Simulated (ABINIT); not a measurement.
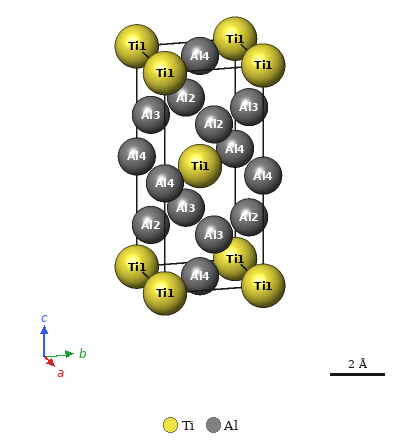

**Figure 1.** The structure as given in the input (spheres-only view of the cell 2 times as large as that of the calculation, set on its symmetry axes, seen slightly off an axis; atoms are numbered from 1 in the order of the input). An atom can appear more than once, as a periodic image.

**Geometry relaxation, with input and output: TiAl$_{3}$ (part 1 of 3)**

System: TiAl$_{3}$ (I4/mmm, 4 atoms in the cell).
Method: Kohn-Sham DFT of a periodic cell, LDA, JTH PAW LDA v2.0, no spin polarisation (ABINIT 10.8.3).

The structure derives from a Materials Project entry.

The input:
```
pp_dirpath "./"
pseudos "Ti.LDA_PW-JTH.xml, Al.LDA_PW-JTH.xml"

acell 5.0624878778 5.0624878778 5.0624878778 Angstrom
rprim
    -0.3775034760     0.3775034760     0.8455662311
     0.3775034760    -0.3775034760     0.8455662311
     0.3775034760     0.3775034760    -0.8455662311
ntypat 2
znucl 22 13
natom 4
typat 1 2 2 2
xred
     0.0000000000     0.0000000000     0.0000000000
     0.2500000000     0.7500000000     0.5000000000
     0.7500000000     0.2500000000     0.5000000000
     0.5000000000     0.5000000000     0.0000000000
chkprim 0
chksymtnons 0
tolsym 1.0e-6

ecut 15.0
pawecutdg 30.0

kptopt 1
ngkpt 10 10 10
nshiftk 1
shiftk 0.0 0.0 0.0

ixc 7

nband 15
occopt 3
tsmear 0.00183747

nstep 100
tolvrs 1.0e-9

iomode 3
prtwf 0
prtden 0
prteig 0
prtebands 0
enunit 2

ionmov 2
ntime 60
tolmxf 5.0e-5
optcell 2
dilatmx 1.08
ecutsm 0.5
```

Hardware: 1 thread of Arm Neoverse V1, 24 GiB of memory available, shared host.

Launch command:
```bash
abinit run.abi > log 2>&1
```

What the program printed:
```
.Version 10.8.3 of ABINIT
 Symmetries : space group I4/m m m (#139); Bravais tI (body-center tetrag.)
================================================================================
 Values of the parameters that define the memory need of the present run
     intxc =       0    ionmov =       2      iscf =      17    lmnmax =      18
     lnmax =       6     mgfft =      40  mpssoang =       3    mqgrid =    3001
     natom =       4  nloc_mem =       2    nspden =       1   nspinor =       1
    nsppol =       1      nsym =      16    n1xccc =       1    ntypat =       2
    occopt =       3   xclevel =       1
       mpw =        1500          nfft =       64000          nkpt =         102
 PAW method is used; the additional fine FFT grid is defined by:
   mgfftf=        54    nfftf =    157464
================================================================================
================================================================================

--------------------------------------------------------------------------------
------------- Echo of variables that govern the present computation ------------
--------------------------------------------------------------------------------
 -outvars: echo values of preprocessed input variables --------
            acell      9.5667156048E+00  9.5667156048E+00  9.5667156048E+00 Bohr
              amu      4.78800000E+01  2.69815390E+01
          chkprim           0
      chksymtnons           0
          dilatmx      1.08000000E+00
             ecut      1.50000000E+01 Hartree
           ecutsm      5.00000000E-01 Hartree
           enunit           2
           ionmov           2
                       outvar_i_n : Printing only first  50 k-points.
              ixc           7
                       outvar_i_n : Printing only first  50 k-points.
         kptrlatt       10    0    0      0   10    0      0    0   10
          kptrlen      7.22293679E+01
            natom           4
            nband          15
            ngfft          40      40      40
          ngfftdg          54      54      54
             nkpt         102
            nstep         100
             nsym          16
            ntime          60
           ntypat           2
                       prtocc : prtvol=0, do not print more k-points.
           occopt           3
          optcell           2
        pawecutdg      3.00000000E+01 Hartree
           prtden           0
        prtebands           0
           prteig           0
            prtwf           0
            rprim     -3.7750347600E-01  3.7750347600E-01  8.4556623110E-01
                       3.7750347600E-01 -3.7750347600E-01  8.4556623110E-01
                       3.7750347600E-01  3.7750347600E-01 -8.4556623110E-01
          spgroup         139
           tolsym      1.00000000E-06
           tolvrs      1.00000000E-09
           tsmear      1.83747000E-03 Hartree
            typat      1  2  2  2
           useylm           1
                       outvars : Printing only first  50 k-points.
           xangst      0.0000000000E+00  0.0000000000E+00  0.0000000000E+00
                       1.9111067711E+00  1.1413207662E-17  2.1403343974E+00
                       1.1413207662E-17  1.9111067711E+00  2.1403343974E+00
                      -6.4272269677E-18  3.9225603681E-17  4.2806687948E+00
            xcart      0.0000000000E+00  0.0000000000E+00  0.0000000000E+00
                       3.6114683947E+00  2.1567836700E-17  4.0446458290E+00
                       2.1567836700E-17  3.6114683947E+00  4.0446458290E+00
                      -1.2145698718E-17  7.4125648081E-17  8.0892916579E+00
             xred      0.0000000000E+00  0.0000000000E+00  0.0000000000E+00
                       2.5000000000E-01  7.5000000000E-01  5.0000000000E-01
                       7.5000000000E-01  2.5000000000E-01  5.0000000000E-01
                       5.0000000000E-01  5.0000000000E-01  8.5809901388E-18
            znucl       22.00000   13.00000

================================================================================

 chkinp: Checking input parameters for consistency.

================================================================================
== DATASET  1 ==================================================================

--- !DatasetInfo
iteration_state: {dtset: 1, }
dimensions: {natom: 4, nkpt: 102, mband: 15, nsppol: 1, nspinor: 1, nspden: 1, mpw: 1500, }
cutoff_energies: {ecut:  15.0, pawecutdg:  30.0, }
electrons: {nelect:   2.10000000E+01, charge:   0.00000000E+00, occopt:   3.00000000E+00, tsmear:   1.83747000E-03, }
meta: {optdriver: 0, ionmov: 2, optcell: 2, iscf: 17, paral_kgb: 0, }
...

 Exchange-correlation functional for the present dataset will be:
  LDA: Perdew-Wang 92 LSD fit to Ceperley-Alder data - ixc=7
  J.P.Perdew and Y.Wang, PRB 45, 13244 (1992)

 Real(R)+Recip(G) space primitive vectors, cartesian coordinates (Bohr,Bohr^-1):
 R(1)= -3.6114684  3.6114684  8.0892917  G(1)=  0.0000000  0.1384478  0.0618101
 R(2)=  3.6114684 -3.6114684  8.0892917  G(2)=  0.1384478  0.0000000  0.0618101
 R(3)=  3.6114684  3.6114684 -8.0892917  G(3)=  0.1384478  0.1384478  0.0000000
 Unit cell volume ucvol=  4.2202495E+02 bohr^3
 Angles (23,13,12)=  1.35641745E+02  1.35641745E+02  6.45346926E+01 degrees

 Coarse grid specifications (used for wave-functions):

 getcut: wavevector=  0.0000  0.0000  0.0000  ngfft=  40  40  40
         ecut(hartree)=     17.496   => boxcut(ratio)=   2.22178

 getcut : COMMENT -
  Note that boxcut > 2.2 ; recall that boxcut=Gcut(box)/Gcut(sphere) = 2
  is sufficient for exact treatment of convolution.
  Such a large boxcut is a waste : you could raise ecut
  e.g. ecut=   21.591466 Hartrees makes boxcut=2

 Fine grid specifications (used for densities):

 getcut: wavevector=  0.0000  0.0000  0.0000  ngfft=  54  54  54
         ecut(hartree)=     34.992   => boxcut(ratio)=   2.12040

--- Pseudopotential description ------------------------------------------------
- pspini: atom type   1  psp file is ./Ti.LDA_PW-JTH.xml
 Pseudopotential format is: paw10
 basis_size (lnmax)=  6 (lmn_size= 18), orbitals=   0   0   1   1   2   2
 Spheres core radius: rc_sph= 2.30802695
 Shapefunction is BESSEL type: shapef(r,l)=aa(1,l)*jl(q(1,l)*r)+aa(2,l)*jl(q(2,l)*r)
 Radius for shape functions =  2.01037111
 Compensation charge density is not taken into account in XC energy/potential

- pspini: atom type   2  psp file is ./Al.LDA_PW-JTH.xml
 Pseudopotential format is: paw10
 basis_size (lnmax)=  4 (lmn_size=  8), orbitals=   0   0   1   1
 Spheres core radius: rc_sph= 1.90363307
 Shapefunction is SIN type: shapef(r)=[sin(pi*r/rshp)/(pi*r/rshp)]**2
 Radius for shape functions =  1.60786206
 Compensation charge density is not taken into account in XC energy/potential

   2.32706856E+02                                ecore*ucvol(ha*bohr**3)
--------------------------------------------------------------------------------

================================================================================

=== [ionmov= 2] Broyden-Fletcher-Goldfarb-Shanno method (forces)
================================================================================

--- Iteration: ( 1/60) Internal Cycle: (1/1)
--------------------------------------------------------------------------------

---SELF-CONSISTENT-FIELD CONVERGENCE--------------------------------------------

--- !BeginCycle
iteration_state: {dtset: 1, itime: 1, icycle: 1, }
solver: {iscf: 17, nstep: 100, nline: 4, wfoptalg: 10, }
tolerances: {tolvrs: 1.00E-09, }
...

     iter   Etot(hartree)      deltaE(h)  residm     nres2
 ETOT  1  -63.905768077141    -6.391E+01 4.435E+00 2.239E+01
 ETOT  2  -65.224315812614    -1.319E+00 6.882E-02 2.745E+01
 ETOT  3  -65.180828900881     4.349E-02 9.806E-02 3.064E+00
 ETOT  4  -65.181280448013    -4.515E-04 1.353E-01 8.305E-01
 ETOT  5  -65.179944241725     1.336E-03 1.590E-02 1.058E-01
 ETOT  6  -65.179819435558     1.248E-04 6.013E-03 7.721E-04
 ETOT  7  -65.179822510746    -3.075E-06 4.623E-03 1.911E-04
 ETOT  8  -65.179822066735     4.440E-07 1.562E-03 4.957E-05
 ETOT  9  -65.179821966092     1.006E-07 9.347E-04 6.348E-07
 ETOT 10  -65.179821966362    -2.701E-10 3.443E-03 6.792E-08
 ETOT 11  -65.179821966160     2.029E-10 1.010E-03 4.822E-09
 ETOT 12  -65.179821966152     7.574E-12 1.014E-03 4.230E-10

 At SCF step   12       nres2   =  4.23E-10 < tolvrs=  1.00E-09 =>converged.

 Cartesian components of stress tensor (hartree/bohr^3)
  sigma(1 1)=  1.20201310E-04  sigma(3 2)=  0.00000000E+00
  sigma(2 2)=  1.20201310E-04  sigma(3 1)=  0.00000000E+00
  sigma(3 3)=  1.05849371E-04  sigma(2 1)=  0.00000000E+00

--- !ResultsGS
iteration_state: {dtset: 1, itime: 1, icycle: 1, }
comment   : Summary of ground state results
lattice_vectors:
- [ -3.6114684,   3.6114684,   8.0892917, ]
- [  3.6114684,  -3.6114684,   8.0892917, ]
- [  3.6114684,   3.6114684,  -8.0892917, ]
lattice_lengths: [   9.56672,    9.56672,    9.56672, ]
lattice_angles: [135.642, 135.642,  64.535, ] # degrees, (23, 13, 12)
lattice_volume:   4.2202495E+02
convergence: {deltae:  7.574E-12, res2:  4.230E-10, residm:  1.014E-03, diffor: null, }
etotal    :  -6.51798220E+01
entropy   :   0.00000000E+00
fermie    :   3.23279237E-01
cartesian_stress_tensor: # hartree/bohr^3
- [  1.20201310E-04,   0.00000000E+00,   0.00000000E+00, ]
- [  0.00000000E+00,   1.20201310E-04,   0.00000000E+00, ]
- [  0.00000000E+00,   0.00000000E+00,   1.05849371E-04, ]
pressure_GPa:  -3.3957E+00
xred      :
- [  0.0000E+00,   0.0000E+00,   0.0000E+00, Ti]
- [  2.5000E-01,   7.5000E-01,   5.0000E-01, Al]
- [  7.5000E-01,   2.5000E-01,   5.0000E-01, Al]
- [  5.0000E-01,   5.0000E-01,   8.5810E-18, Al]
cartesian_forces: # hartree/bohr
- [  6.05807992E-32,  -1.74739496E-48,   2.70463288E-32, ]
- [  6.05807992E-32,  -1.74739496E-48,   2.70463288E-32, ]
- [ -1.81742398E-31,   5.24218487E-48,  -8.11389863E-32, ]
- [  6.05807992E-32,  -1.74739496E-48,   2.70463288E-32, ]
force_length_stats: {min:   6.63440814E-32, max:   1.99032244E-31, mean:   9.95161221E-32, }
...

 Integrated electronic density in atomic spheres:
 ------------------------------------------------
 Atom  Sphere_radius  Integrated_density
    1        2.30803         10.24588826
    2        1.90363          0.79185031
    3        1.90363          0.79185031
    4        1.90363          0.80991605

---OUTPUT-----------------------------------------------------------------------

 Cartesian coordinates (xcart) [bohr]
  0.00000000000000E+00  0.00000000000000E+00  0.00000000000000E+00
  3.61146839470416E+00  2.15678366997010E-17  4.04464582896551E+00
  2.15678366997010E-17  3.61146839470416E+00  4.04464582896551E+00
 -1.21456987180042E-17  7.41256480807997E-17  8.08929165793101E+00
 Reduced coordinates (xred)
  0.00000000000000E+00  0.00000000000000E+00  0.00000000000000E+00
  2.50000000000000E-01  7.50000000000000E-01  5.00000000000000E-01
  7.50000000000000E-01  2.50000000000000E-01  5.00000000000000E-01
  5.00000000000000E-01  5.00000000000000E-01  8.58099013875944E-18
 Cartesian forces (fcart) [Ha/bohr]; max,rms= 1.81742E-31 6.63441E-32 (free atoms)
  6.05807992126462E-32 -1.74739495528025E-48  2.70463287682161E-32
  6.05807992126462E-32 -1.74739495528025E-48  2.70463287682161E-32
 -1.81742397637938E-31  5.24218486584076E-48 -8.11389863046483E-32
  6.05807992126462E-32 -1.74739495528025E-48  2.70463287682161E-32
 Gradient of E wrt nuclear positions in reduced coordinates (gred)
  6.37087577272639E-47 -4.37571283364780E-31 -6.37087577272639E-47
  6.37087577272639E-47 -4.37571283364780E-31 -6.37087577272639E-47
 -1.91126273181792E-46  1.31271385009434E-30  1.91126273181792E-46
  6.37087577272639E-47 -4.37571283364780E-31 -6.37087577272639E-47
 Scale of Primitive Cell (acell) [bohr]
  9.56671560477010E+00  9.56671560477010E+00  9.56671560477010E+00
 Real space primitive translations (rprimd) [bohr]
 -3.61146839470416E+00  3.61146839470416E+00  8.08929165793101E+00
  3.61146839470416E+00 -3.61146839470416E+00  8.08929165793101E+00
  3.61146839470416E+00  3.61146839470416E+00 -8.08929165793101E+00
 Unitary Cell Volume (ucvol) [Bohr^3]=  4.22024945554396E+02
 Angles (23,13,12)= [degrees]
  1.35641744602609E+02  1.35641744602609E+02  6.45346926023317E+01
 Lengths [Bohr]
  9.56671560458271E+00  9.56671560458271E+00  9.56671560458271E+00
 Stress tensor in cartesian coordinates (strten) [Ha/bohr^3]
  1.20201309623326E-04  0.00000000000000E+00  0.00000000000000E+00
  0.00000000000000E+00  1.20201309623326E-04  0.00000000000000E+00
  0.00000000000000E+00  0.00000000000000E+00  1.05849370754322E-04
 Total energy (etotal) [Ha]= -6.51798219661520E+01

--- Iteration: ( 2/60) Internal Cycle: (1/1)
--------------------------------------------------------------------------------

---SELF-CONSISTENT-FIELD CONVERGENCE--------------------------------------------

--- !BeginCycle
iteration_state: {dtset: 1, itime: 2, icycle: 1, }
solver: {iscf: 17, nstep: 100, nline: 4, wfoptalg: 10, }
tolerances: {tolvrs: 1.00E-09, }
...

     iter   Etot(hartree)      deltaE(h)  residm     nres2
 ETOT  1  -65.187011777521    -6.519E+01 4.259E+01 3.807E+00
 ETOT  2  -65.198206036003    -1.119E-02 4.620E+00 9.105E+00
 ETOT  3  -65.180239700167     1.797E-02 3.694E-01 1.965E-01
 ETOT  4  -65.180244642060    -4.942E-06 4.239E-02 3.664E-03
 ETOT  5  -65.180248377080    -3.735E-06 1.674E-03 4.351E-04
 ETOT  6  -65.180247321224     1.056E-06 1.019E-03 5.724E-05
 ETOT  7  -65.180247263095     5.813E-08 1.677E-04 6.414E-07
 ETOT  8  -65.180247267210    -4.115E-09 8.903E-04 1.266E-06
 ETOT  9  -65.180247265147     2.062E-09 9.514E-05 3.949E-09
 ETOT 10  -65.180247265236    -8.835E-11 7.199E-05 1.238E-09
 ETOT 11  -65.180247265234     1.720E-12 1.120E-05 2.656E-10

 At SCF step   11       nres2   =  2.66E-10 < tolvrs=  1.00E-09 =>converged.

 Cartesian components of stress tensor (hartree/bohr^3)
  sigma(1 1)=  8.14911173E-05  sigma(3 2)=  0.00000000E+00
  sigma(2 2)=  8.14911173E-05  sigma(3 1)=  0.00000000E+00
  sigma(3 3)=  7.16290571E-05  sigma(2 1)=  0.00000000E+00

--- !ResultsGS
iteration_state: {dtset: 1, itime: 2, icycle: 1, }
comment   : Summary of ground state results
lattice_vectors:
- [ -3.5984453,   3.5984453,   8.0636043, ]
- [  3.5984453,  -3.5984453,   8.0636043, ]
- [  3.5984453,   3.5984453,  -8.0636043, ]
lattice_lengths: [   9.53516,    9.53516,    9.53516, ]
lattice_angles: [135.656, 135.656,  64.512, ] # degrees, (23, 13, 12)
lattice_volume:   4.1765627E+02
convergence: {deltae:  1.720E-12, res2:  2.656E-10, residm:  1.120E-05, diffor: null, }
etotal    :  -6.51802473E+01
entropy   :   0.00000000E+00
fermie    :   3.27421625E-01
cartesian_stress_tensor: # hartree/bohr^3
- [  8.14911173E-05,   0.00000000E+00,   0.00000000E+00, ]
- [  0.00000000E+00,   8.14911173E-05,   0.00000000E+00, ]
- [  0.00000000E+00,   0.00000000E+00,   7.16290571E-05, ]
pressure_GPa:  -2.3008E+00
xred      :
- [  1.6717E-33,   1.0059E-32,   8.3873E-33, Ti]
- [  2.5000E-01,   7.5000E-01,   5.0000E-01, Al]
- [  7.5000E-01,   2.5000E-01,   5.0000E-01, Al]
- [  5.0000E-01,   5.0000E-01,   8.5810E-18, Al]
cartesian_forces: # hartree/bohr
- [  5.48056758E-32,   7.39531270E-49,   2.44574535E-32, ]
- [ -1.64417027E-31,  -2.21859381E-48,  -7.33723605E-32, ]
- [  5.48056758E-32,   7.39531270E-49,   2.44574535E-32, ]
- [  5.48056758E-32,   7.39531270E-49,   2.44574535E-32, ]
force_length_stats: {min:   6.00152408E-32, max:   1.80045722E-31, mean:   9.00228612E-32, }
...

 Integrated electronic density in atomic spheres:
 ------------------------------------------------
 Atom  Sphere_radius  Integrated_density
    1        2.30803         10.25654383
    2        1.90363          0.80001005
    3        1.90363          0.80001005
    4        1.90363          0.80648280

---OUTPUT-----------------------------------------------------------------------
```
